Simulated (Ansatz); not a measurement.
# Run report: Cu, geometry relaxation (part 1 of 2)

System: Cu (slab, 7 atoms in the cell).
Method: DFT PBE, scalar-relativistic, plane waves, PAW, no spin polarisation (Ansatz 0.2.0).

The structure derives from an entry of the Crystallography Open Database. It belongs to a series of runs on one base structure; here: (1 0 0) slab, atoms relaxed.

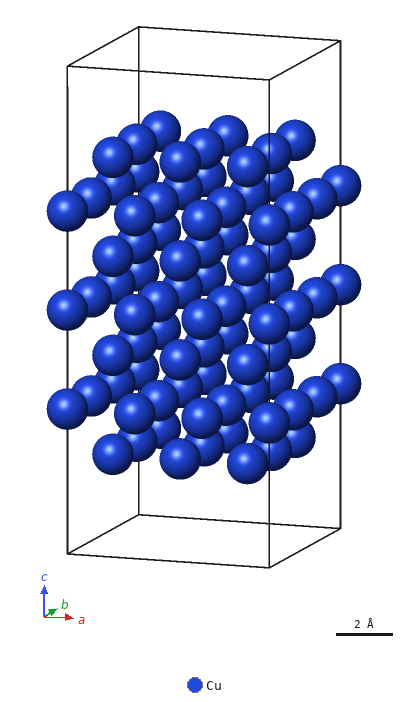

Fig. 1: The structure as given in the input (spheres-only view of the 3 × 3 repeat of the cell, with the vacuum cut short, seen slightly off an axis). An atom can appear more than once, as a periodic image.

## The input
```yaml
crystal:
  lattice:
    - [2.5666196055, 0.0, 0.0]
    - [0.0, 2.5666196055, 0.0]
    - [0.0, 0.0, 25.8892447667]
  atoms:
    - { symbol: Cu, position: [0.5, 0.5, 0.2896955886] }
    - { symbol: Cu, position: [0.0, 0.0, 0.359797059] }
    - { symbol: Cu, position: [0.5, 0.5, 0.4298985295] }
    - { symbol: Cu, position: [0.0, 0.0, 0.5] }
    - { symbol: Cu, position: [0.5, 0.5, 0.5701014705] }
    - { symbol: Cu, position: [0.0, 0.0, 0.640202941] }
    - { symbol: Cu, position: [0.5, 0.5, 0.7103044114] }
basis:
  ecutwfc: 420
kpoints:
  mp_grid: { grid: [13, 13, 1] }
hamiltonian:
  xc: pbe
scf:
  occupations: { method: gaussian, width: 0.1 }
output:
  forces: true
  eigenvalues: true
  write_density: true
  write_potential: true
  elf: true
  volumetric_format: npy
relax:
  adjacent_minimum: "off"
  f_tol: 0.02
  max_steps: 60
efield:
  axis: 3
  dipole_correction: true
  ramp_width: 0.04
```

Machine: 1 thread of Intel Xeon (Granite Rapids), 192 GiB of memory available, shared host.

Command:
```bash
ansatz run input.yaml --threads 1 --pin off --max-ram 2560MiB --backend cpu --events-out ev --progress --plain --runs-dir out
```

## What the program printed
```
Engine: ansatz 0.2.0, x86_64-unknown-linux-gnu
Pseudopotentials: kind: paw
Pseudopotential: Cu, paw, valence charge 19, recommended cutoff 420 eV (normal), Cu.paw.azcp
Functional definition: PBE
  parameter kappa = 0.804
  parameter beta = 0.06672455060314922
  exchange = pbe_x(kappa = kappa, mu = beta*pi^2/3)
  correlation = pbe_c(beta = beta)
Crystal: 7 atoms, lattice volume = 170.546 Å³
Basis set: ecut = 420 eV, 3355 PW (Γ), exchange–correlation on 36×36×360 points (8 copies of the dense FFT grid, shifted against one another)
Bands: 80, of which v1, the nominal top of the filled ones, is band 67 counted from 1 (66 counted from 0)
Symmetry: 8 space group operations
k-points: 28 of 169
Non-local potential: Cu, projectors of the file, l = 0: 3, l = 1: 2, l = 2: 3, l = 3: 1
PAW form: soft (Blöchl's): semilocal exchange-correlation on the pseudo side does not see the compensation charge
PAW one-centre angular grid: Cu, 590 points (default); XC on 64 Gauss nodes
Initial density: superposition of atomic densities (neutral atoms: chi_scale 0, normalization atom), corrected by the library's trained network
Initial wavefunctions: pseudopotential atomic-orbital guess
Functional: x = pbe(κ = 0.804, μ = 0.2195149727645171), c = pbe(β = 0.06672455060314922)
SCF iter   1: F=—  HF=-46375.007380 eV  |F-HF|=—  |Δ(HF+E_count)|=         —  Δρ=2.05e-3  dr2=7.89e-2  ethr=1.77e-3  p=0.000 e·Å  D=4.03e-13 V/Å  ΔV_dip=-0.00 eV  dr2_dipole=2.19e-8  V_vac-E_F(+/−)=4.45/4.45 eV  ⟨swp⟩=7.0  Hψ=8930  notcnv=0  defer=46
efield: sawtooth ramp at fractional position 0.9800 (placed from the atoms, in the widest stretch of the axis that holds none; the zero of the levels goes with the place), width 0.0400; the density the first Hamiltonian is built on has a dipole p = 0.000 e·Å; the dipole correction subtracts the counter field D = 4.03e-13 V/Å, which shifts the + side's vacuum level by -0.00 eV against the − side's; the planar-averaged density in the ramp window peaks in size at 5.2e-5 e/Å³
preconditioner: auto → LDOS  [insulator: Δε(μ)=0.126 eV  Ē_g=8.581 eV  σ=0.100 eV  W_gap=0.57  n_scr=48 (ndim 8)  ℏωp=25.0 eV  f_vac=0.477  D(μ)=2.01/eV (n_scr^D=12)  ε∞_Penn≈9.5  β→1.0]
SCF iter   2: F=—  HF=-46375.006681 eV  |F-HF|=—  |Δ(HF+E_count)|=   7.00e-4  Δρ=2.13e-3  dr2=7.40e-3  ethr=5.93e-5  p=0.000 e·Å  D=2.02e-6 V/Å  ΔV_dip=-0.00 eV  dr2_dipole=3.05e-8  V_vac-E_F(+/−)=4.59/4.59 eV  ⟨swp⟩=2.2  Hψ=3368  notcnv=0  defer=118
SCF iter   3: F=—  HF=-46375.007431 eV  |F-HF|=—  |Δ(HF+E_count)|=   7.50e-4  Δρ=2.39e-3  dr2=5.66e-3  ethr=5.57e-6  p=-0.000 e·Å  D=-1.34e-6 V/Å  ΔV_dip=0.00 eV  dr2_dipole=6.18e-9  V_vac-E_F(+/−)=4.56/4.56 eV  ⟨swp⟩=2.1  Hψ=3972  notcnv=0  defer=118
SCF iter   4: F=—  HF=-46375.006295 eV  |F-HF|=—  |Δ(HF+E_count)|=   1.14e-3  Δρ=3.94e-4  dr2=3.26e-4  ethr=4.26e-6  p=0.000 e·Å  D=2.92e-7 V/Å  ΔV_dip=-0.00 eV  dr2_dipole=3.67e-9  V_vac-E_F(+/−)=4.57/4.57 eV  ⟨swp⟩=2.0  Hψ=3111  notcnv=0  defer=117
SCF iter   5: F=—  HF=-46375.006274 eV  |F-HF|=—  |Δ(HF+E_count)|=   2.06e-5  Δρ=1.51e-4  dr2=3.23e-5  ethr=2.45e-7  p=0.000 e·Å  D=2.07e-7 V/Å  ΔV_dip=-0.00 eV  dr2_dipole=1.08e-9  V_vac-E_F(+/−)=4.58/4.58 eV  ⟨swp⟩=2.6  Hψ=3249  notcnv=0  defer=117
iter 6 did not close the SCF: its close was put off until two iterations running show no level that it waits for move by more than its bar (scf_convergence_deferred on its scf_iter line)
SCF iter   6: F=-46375.006285 eV  HF=-46375.006280 eV  |F-HF|=4.36e-6  |Δ(HF+E_count)|=   5.76e-6  Δρ=4.70e-5  dr2=4.06e-6  ethr=7.52e-9  p=0.000 e·Å  D=1.89e-7 V/Å  ΔV_dip=-0.00 eV  dr2_dipole=4.00e-10  V_vac-E_F(+/−)=4.58/4.58 eV  ⟨swp⟩=20.2  Hψ=25471  notcnv=0
iter 7 did not close the SCF: its close was put off until two iterations running show no level that it waits for move by more than its bar (scf_convergence_deferred on its scf_iter line)
SCF iter   7: F=-46375.006286 eV  HF=-46375.006286 eV  |F-HF|=1.49e-7  |Δ(HF+E_count)|=   5.70e-6  Δρ=2.77e-5  dr2=9.70e-7  ethr=3.05e-9  p=0.000 e·Å  D=1.87e-7 V/Å  ΔV_dip=-0.00 eV  dr2_dipole=3.64e-11  V_vac-E_F(+/−)=4.58/4.58 eV  ⟨swp⟩=13.6  Hψ=19530  notcnv=0
iter 8 did not close the SCF: its close was put off until two iterations running show no level that it waits for move by more than its bar (scf_convergence_deferred on its scf_iter line)
SCF iter   8: F=-46375.006286 eV  HF=-46375.006287 eV  |F-HF|=5.18e-8  |Δ(HF+E_count)|=   5.85e-7  Δρ=1.21e-5  dr2=3.02e-7  ethr=7.30e-10  p=0.000 e·Å  D=1.24e-7 V/Å  ΔV_dip=-0.00 eV  dr2_dipole=2.47e-12  V_vac-E_F(+/−)=4.58/4.58 eV  ⟨swp⟩=11.9  Hψ=18249  notcnv=0
SCF iter   9: F=-46375.006287 eV  HF=-46375.006287 eV  |F-HF|=1.56e-7  |Δ(HF+E_count)|=   1.49e-8  Δρ=3.64e-6  dr2=2.50e-8  ethr=2.27e-10  p=0.000 e·Å  D=7.93e-8 V/Å  ΔV_dip=-0.00 eV  dr2_dipole=5.76e-13  V_vac-E_F(+/−)=4.58/4.58 eV  ⟨swp⟩=10.9  Hψ=17426  notcnv=0
SCF 1 converged in 9 iterations: F = -46375.006287 eV  dr2 = 2.50e-8
  greatest PAW one-centre occupation: 1.000 electrons in one spin orbital (limit 2), on the Cu atom at site 0 (counted from 0), in its partial waves of l = 0
relax step   1: F+E_penalty+E_count = -46375.00628670 eV  Δ(F+E_penalty+E_count) = +0.000e0 eV  max|allowed force component| = 2.265e-1 eV/Å  Δτ_max = 0.0000 Å  (9 SCF iters, dr2 threshold 1.00e-5 eV, accepted)
Initial density: handed on by an earlier stage of this run
Initial wavefunctions: those handed on with the density
iter 1 solved again at ethr=8.74e-7 eV; its pass at ethr=3.10e-3 eV (dr2=1.16e-3 eV) is discarded
SCF iter   1: F=—  HF=-46375.013045 eV  |F-HF|=—  |Δ(HF+E_count)|=         —  Δρ=1.18e-3  dr2=1.16e-3  ethr=8.74e-7  p=0.000 e·Å  D=7.93e-8 V/Å  ΔV_dip=-0.00 eV  dr2_dipole=1.31e-13  V_vac-E_F(+/−)=4.58/4.58 eV  ⟨swp⟩=2.7  Hψ=7004  notcnv=0  defer=180
efield: sawtooth ramp at fractional position 0.9800 (handed on by an earlier solve), width 0.0400; the density the first Hamiltonian is built on has a dipole p = 0.000 e·Å; the dipole correction subtracts the counter field D = 7.93e-8 V/Å, which shifts the + side's vacuum level by -0.00 eV against the − side's; the planar-averaged density in the ramp window peaks in size at 3.1e-5 e/Å³
preconditioner: auto → LDOS  [insulator: Δε(μ)=0.121 eV  Ē_g=8.649 eV  σ=0.100 eV  W_gap=0.58  n_scr=48 (ndim 8)  ℏωp=25.0 eV  f_vac=0.477  D(μ)=2.23/eV (n_scr^D=12)  ε∞_Penn≈9.3  β→1.0]
SCF iter   2: F=—  HF=-46375.012904 eV  |F-HF|=—  |Δ(HF+E_count)|=   1.41e-4  Δρ=1.20e-3  dr2=1.48e-3  ethr=8.72e-7  p=0.000 e·Å  D=4.72e-8 V/Å  ΔV_dip=-0.00 eV  dr2_dipole=1.49e-13  V_vac-E_F(+/−)=4.59/4.59 eV  ⟨swp⟩=2.0  Hψ=3835  notcnv=0  defer=180
SCF iter   3: F=—  HF=-46375.012928 eV  |F-HF|=—  |Δ(HF+E_count)|=   2.36e-5  Δρ=1.25e-3  dr2=1.55e-3  ethr=8.72e-7  p=0.000 e·Å  D=2.68e-8 V/Å  ΔV_dip=-0.00 eV  dr2_dipole=2.34e-13  V_vac-E_F(+/−)=4.57/4.57 eV  ⟨swp⟩=2.1  Hψ=3864  notcnv=0  defer=180
SCF iter   4: F=—  HF=-46375.012649 eV  |F-HF|=—  |Δ(HF+E_count)|=   2.79e-4  Δρ=4.88e-4  dr2=2.52e-4  ethr=8.72e-7  p=0.000 e·Å  D=2.11e-8 V/Å  ΔV_dip=-0.00 eV  dr2_dipole=2.09e-13  V_vac-E_F(+/−)=4.57/4.57 eV  ⟨swp⟩=2.0  Hψ=2912  notcnv=0  defer=180
SCF iter   5: F=—  HF=-46375.012605 eV  |F-HF|=—  |Δ(HF+E_count)|=   4.41e-5  Δρ=1.46e-4  dr2=2.17e-5  ethr=1.89e-7  p=0.000 e·Å  D=1.05e-8 V/Å  ΔV_dip=-0.00 eV  dr2_dipole=8.41e-15  V_vac-E_F(+/−)=4.58/4.58 eV  ⟨swp⟩=2.0  Hψ=2913  notcnv=0  defer=180
SCF iter   6: F=-46375.012600 eV  HF=-46375.012600 eV  |F-HF|=1.55e-7  |Δ(HF+E_count)|=   4.82e-6  Δρ=2.08e-5  dr2=7.19e-7  ethr=2.41e-9  p=0.000 e·Å  D=1.18e-8 V/Å  ΔV_dip=-0.00 eV  dr2_dipole=5.42e-15  V_vac-E_F(+/−)=4.58/4.58 eV  ⟨swp⟩=16.8  Hψ=21634  notcnv=0
SCF 2 converged in 6 iterations: F = -46375.012600 eV  dr2 = 7.19e-7
  greatest PAW one-centre occupation: 1.000 electrons in one spin orbital (limit 2), on the Cu atom at site 6 (counted from 0), in its partial waves of l = 0
relax step   2: F+E_penalty+E_count = -46375.01260019 eV  Δ(F+E_penalty+E_count) = -6.313e-3 eV  max|allowed force component| = 1.468e-1 eV/Å  Δτ_max = 0.0102 Å  (6 SCF iters, dr2 threshold 3.21e-6 eV, accepted)
SCF iter   1: F=—  HF=-46375.017911 eV  |F-HF|=—  |Δ(HF+E_count)|=         —  Δρ=1.97e-3  dr2=3.23e-3  ethr=2.41e-5  p=0.000 e·Å  D=1.18e-8 V/Å  ΔV_dip=-0.00 eV  dr2_dipole=1.24e-12  V_vac-E_F(+/−)=4.58/4.58 eV  ⟨swp⟩=3.0  Hψ=4765  notcnv=0  defer=180
efield: sawtooth ramp at fractional position 0.9800 (handed on by an earlier solve), width 0.0400; the density the first Hamiltonian is built on has a dipole p = 0.000 e·Å; the dipole correction subtracts the counter field D = 1.18e-8 V/Å, which shifts the + side's vacuum level by -0.00 eV against the − side's; the planar-averaged density in the ramp window peaks in size at 3.0e-5 e/Å³
preconditioner: auto → LDOS  [insulator: Δε(μ)=0.107 eV  Ē_g=8.663 eV  σ=0.100 eV  W_gap=0.53  n_scr=48 (ndim 8)  ℏωp=25.0 eV  f_vac=0.478  D(μ)=2.34/eV (n_scr^D=12)  ε∞_Penn≈9.3  β→1.0]
SCF iter   2: F=—  HF=-46375.017530 eV  |F-HF|=—  |Δ(HF+E_count)|=   3.81e-4  Δρ=1.96e-3  dr2=4.01e-3  ethr=2.43e-6  p=0.000 e·Å  D=7.62e-8 V/Å  ΔV_dip=-0.00 eV  dr2_dipole=5.79e-12  V_vac-E_F(+/−)=4.58/4.58 eV  ⟨swp⟩=2.1  Hψ=4410  notcnv=0  defer=180
SCF iter   3: F=—  HF=-46375.017201 eV  |F-HF|=—  |Δ(HF+E_count)|=   3.29e-4  Δρ=1.56e-3  dr2=2.47e-3  ethr=2.43e-6  p=-0.000 e·Å  D=-3.30e-8 V/Å  ΔV_dip=0.00 eV  dr2_dipole=2.45e-12  V_vac-E_F(+/−)=4.56/4.56 eV  ⟨swp⟩=2.2  Hψ=3876  notcnv=0  defer=180
SCF iter   4: F=—  HF=-46375.016780 eV  |F-HF|=—  |Δ(HF+E_count)|=   4.21e-4  Δρ=5.79e-4  dr2=3.64e-4  ethr=1.85e-6  p=-0.000 e·Å  D=-4.46e-8 V/Å  ΔV_dip=0.00 eV  dr2_dipole=1.40e-14  V_vac-E_F(+/−)=4.56/4.56 eV  ⟨swp⟩=2.0  Hψ=2882  notcnv=0  defer=180
SCF iter   5: F=—  HF=-46375.016702 eV  |F-HF|=—  |Δ(HF+E_count)|=   7.77e-5  Δρ=2.18e-4  dr2=4.95e-5  ethr=2.74e-7  p=-0.000 e·Å  D=-1.76e-8 V/Å  ΔV_dip=0.00 eV  dr2_dipole=5.93e-17  V_vac-E_F(+/−)=4.56/4.56 eV  ⟨swp⟩=2.0  Hψ=3045  notcnv=0  defer=180
SCF iter   6: F=—  HF=-46375.016694 eV  |F-HF|=—  |Δ(HF+E_count)|=   8.68e-6  Δρ=4.48e-5  dr2=3.07e-6  ethr=3.72e-8  p=-0.000 e·Å  D=-1.48e-8 V/Å  ΔV_dip=0.00 eV  dr2_dipole=1.37e-14  V_vac-E_F(+/−)=4.57/4.57 eV  ⟨swp⟩=2.1  Hψ=3112  notcnv=0  defer=180
iter 7 did not close the SCF: its close was put off until two iterations running show no level that it waits for move by more than its bar (scf_convergence_deferred on its scf_iter line)
SCF iter   7: F=-46375.016695 eV  HF=-46375.016695 eV  |F-HF|=5.65e-8  |Δ(HF+E_count)|=   1.18e-6  Δρ=1.44e-5  dr2=2.29e-7  ethr=1.01e-9  p=-0.000 e·Å  D=-1.26e-8 V/Å  ΔV_dip=0.00 eV  dr2_dipole=6.18e-14  V_vac-E_F(+/−)=4.57/4.57 eV  ⟨swp⟩=18.1  Hψ=23222  notcnv=0
SCF iter   8: F=-46375.016695 eV  HF=-46375.016695 eV  |F-HF|=1.10e-8  |Δ(HF+E_count)|=   1.81e-7  Δρ=7.34e-6  dr2=6.86e-8  ethr=1.72e-10  p=-0.000 e·Å  D=-1.28e-8 V/Å  ΔV_dip=0.00 eV  dr2_dipole=2.37e-14  V_vac-E_F(+/−)=4.57/4.57 eV  ⟨swp⟩=11.2  Hψ=16688  notcnv=0
SCF 3 converged in 8 iterations: F = -46375.016695 eV  dr2 = 6.86e-8
relax step   3: F+E_penalty+E_count = -46375.01669497 eV  Δ(F+E_penalty+E_count) = -4.095e-3 eV  max|allowed force component| = 5.414e-3 eV/Å  Δτ_max = 0.0165 Å  (8 SCF iters, dr2 threshold 1.35e-6 eV, accepted)
iter 1 solved again at ethr=4.99e-11 eV; its pass at ethr=3.10e-3 eV (dr2=6.64e-8 eV) is discarded
SCF iter   1: F=—  HF=-46375.016704 eV  |F-HF|=—  |Δ(HF+E_count)|=         —  Δρ=7.18e-6  dr2=6.64e-8  ethr=4.99e-11  p=-0.000 e·Å  D=-1.28e-8 V/Å  ΔV_dip=0.00 eV  dr2_dipole=2.35e-14  V_vac-E_F(+/−)=4.57/4.57 eV  ⟨swp⟩=1.0  Hψ=5376  notcnv=0
efield: sawtooth ramp at fractional position 0.9800 (handed on by an earlier solve), width 0.0400; the density the first Hamiltonian is built on has a dipole p = -0.000 e·Å; the dipole correction subtracts the counter field D = -1.28e-8 V/Å, which shifts the + side's vacuum level by +0.00 eV against the − side's; the planar-averaged density in the ramp window peaks in size at 3.0e-5 e/Å³
preconditioner: auto → LDOS  [insulator: Δε(μ)=0.106 eV  Ē_g=8.660 eV  σ=0.100 eV  W_gap=0.52  n_scr=48 (ndim 8)  ℏωp=25.0 eV  f_vac=0.478  D(μ)=2.34/eV (n_scr^D=12)  ε∞_Penn≈9.3  β→1.0]
SCF iter   2: F=—  HF=-46375.016695 eV  |F-HF|=—  |Δ(HF+E_count)|=   9.02e-6  Δρ=2.04e-5  dr2=4.06e-7  ethr=4.99e-11  p=0.000 e·Å  D=1.80e-9 V/Å  ΔV_dip=-0.00 eV  dr2_dipole=6.58e-15  V_vac-E_F(+/−)=4.57/4.57 eV  ⟨swp⟩=12.2  Hψ=17636  notcnv=0
SCF iter   3: F=-46375.016695 eV  HF=-46375.016695 eV  |F-HF|=2.55e-9  |Δ(HF+E_count)|=   6.94e-8  Δρ=2.63e-6  dr2=8.17e-9  ethr=4.99e-11  p=-0.000 e·Å  D=-4.48e-9 V/Å  ΔV_dip=0.00 eV  dr2_dipole=1.93e-15  V_vac-E_F(+/−)=4.57/4.57 eV  ⟨swp⟩=10.2  Hψ=16942  notcnv=0
SCF 4 converged in 3 iterations: F = -46375.016695 eV  dr2 = 8.17e-9
relax step   4: F+E_penalty+E_count = -46375.01669502 eV  Δ(F+E_penalty+E_count) = -5.045e-8 eV  max|allowed force component| = 5.409e-3 eV/Å  Δτ_max = 0.0000 Å  (3 SCF iters, accepted)
```

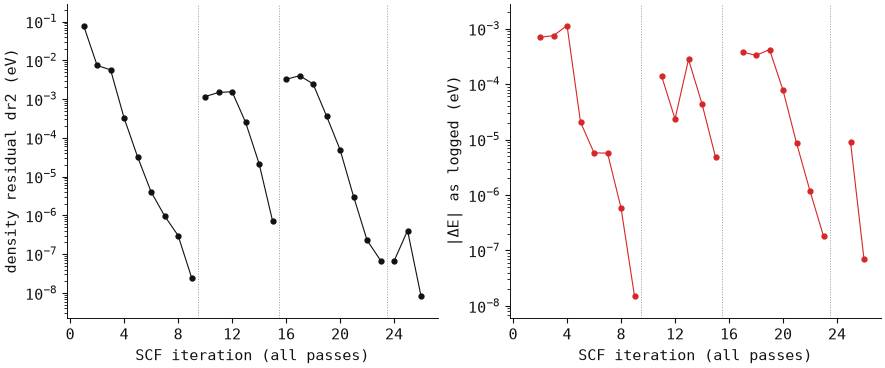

Fig. 2: Convergence of the self-consistent field: density residual dr2 and size of the energy change against the SCF iteration. The dotted lines part the SCF passes of the relaxation: geometry steps, rejected trials and re-solves on a re-selected basis. The passes take 9, 6, 8 and 3 iterations.

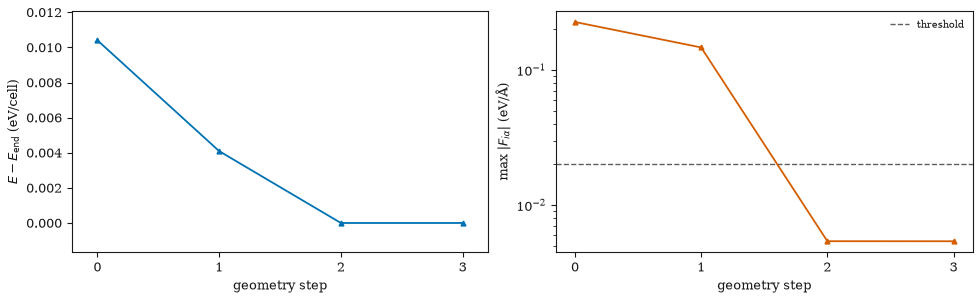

Fig. 3: Progress of the relaxation, step by step (the first geometry is step 0 here and step 1 in the log).

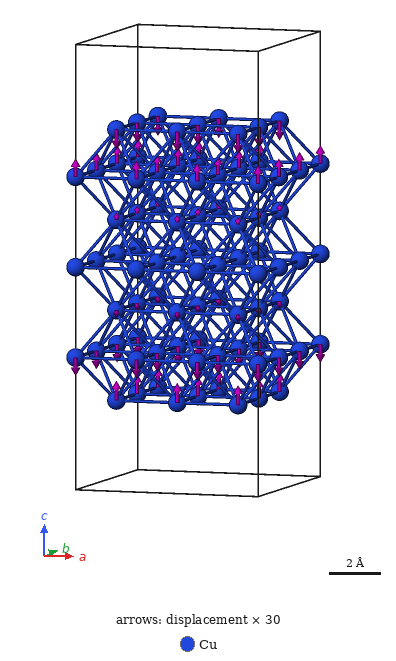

Fig. 4: The starting structure with the displacements as pink arrows, magnified 30 times (ball-and-stick view of the 3 × 3 repeat of the cell, with the vacuum cut short, seen slightly off an axis). After 3 geometry steps the energy has fallen by 10.4 meV per cell of the calculation. The largest force component goes from 0.23 to 0.0054 eV/Å. The largest moves, 0.027 Å, are those of Cu1 and Cu7. The lattice vectors keep their values. Distances before and after: Cu1–Cu2 2.567 → 2.530 Å, Cu2–Cu3 2.567 → 2.578 Å. (Atoms are counted from 1 in the order of the input.)
